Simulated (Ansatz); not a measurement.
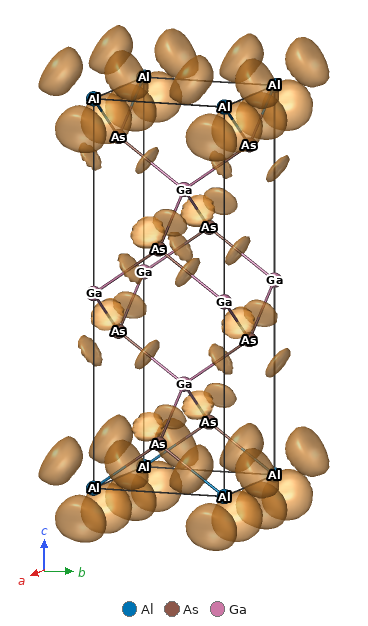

Figure 1: AlGa3As4. Isosurface of the electron localisation function at 0.75 (orange), seen slightly off an axis. Only the valence region is drawn (cores and ρ < 0.01 e/Å³ removed). Sticks mark near contacts.

Space group P-4m2; started from the ordered alloy on zincblende lattice prototype, which need not be the ambient phase.

Level of theory: DFT, r2SCAN, plane waves, PAW in Ansatz.

```xyz
8
Lattice="4.0129 0.0000 0.0000 0.0000 4.0129 0.0000 0.0000 0.0000 11.3193" Properties=species:S:1:pos:R:3 pbc="T T T"
Al    0.0000    0.0000    0.0000
As    0.0000    2.0065    1.4125
Ga    2.0065    2.0065    2.8323
As    2.0065    0.0000    4.2463
Ga    0.0000    0.0000    5.6597
As    0.0000    2.0065    7.0730
Ga    2.0065    2.0065    8.4870
As    2.0065    0.0000    9.9068
```

### What do the ELF domains correspond to?

The ELF exceeds this value in four regions between bonded Al–As atoms (shared pairs) and twelve regions between bonded As–Ga atoms (shared pairs), counted in one cell of 8 atoms. Regions shared between cells count once. Profiles from the grid: Al–As (2.45 Å): the ELF peaks at about 0.95 between the atoms, as expected for a shared electron pair. Ga–As (2.45 Å): the ELF peaks at about 0.80 between the atoms (localised, covalent bonding).

### Does the calculation give a band gap?

It is gapped, with a Kohn–Sham gap of 1.3 eV on the k-point mesh (the band edges may lie off the mesh, which would make the gap smaller).
